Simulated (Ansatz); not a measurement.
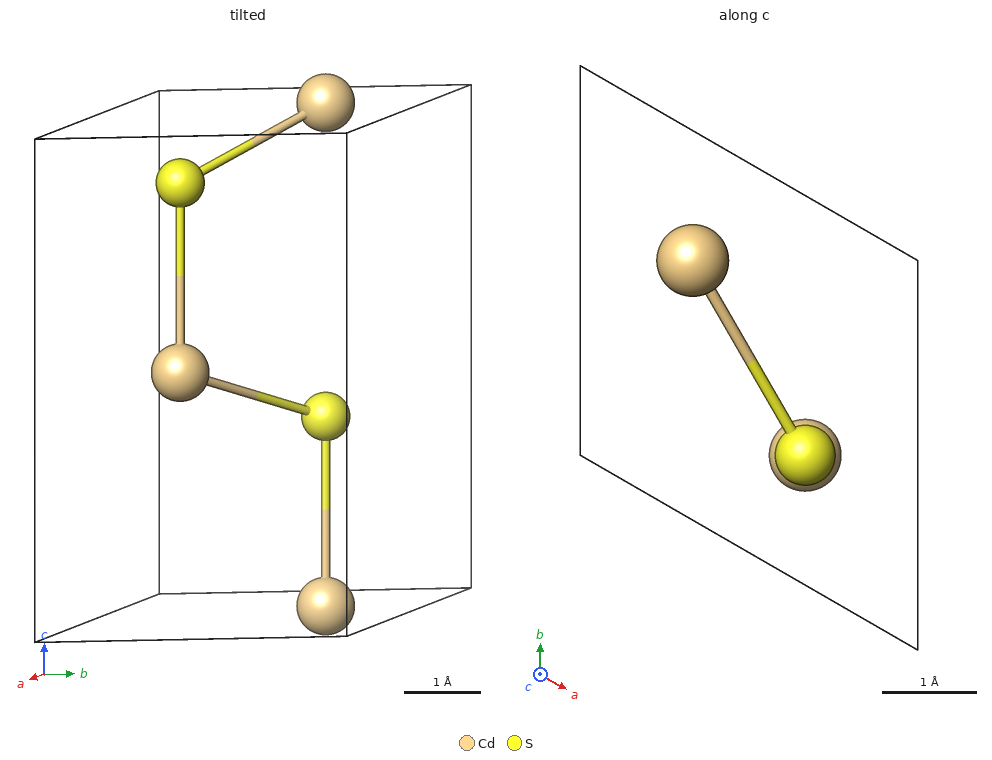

A ball-and-stick picture of a crystal structure, seen slightly off an axis and along the c axis. Atoms at the boundary of the conventional unit cell (the box) are drawn once for each face, edge or corner they touch. Cell: a = 4.163 Å, b = 4.163 Å, c = 6.766 Å, α = 90.00°, β = 90.00°, γ = 120.00°.

Describe the arrangement of the atoms.

- This is CdS.
- Its lattice is primitive hexagonal, its space group P6_3mc (No. 186).
- In terms of structure types, this is wurtzite.
- With Z = 2, the cell contains 2 Cd, 2 S.
- Cd is coordinated by four S in a tetrahedral arrangement at about 2.5 Å. The S atoms are each bonded to four Cd in a tetrahedral arrangement at about 2.5 Å.
- The bonds build a three-dimensional framework.

The structure comes from a structure listed in the Materials Project. This is the structure after a relaxation with DFT r2SCAN, scalar-relativistic, plane waves, PAW (Ansatz 0.2.0).
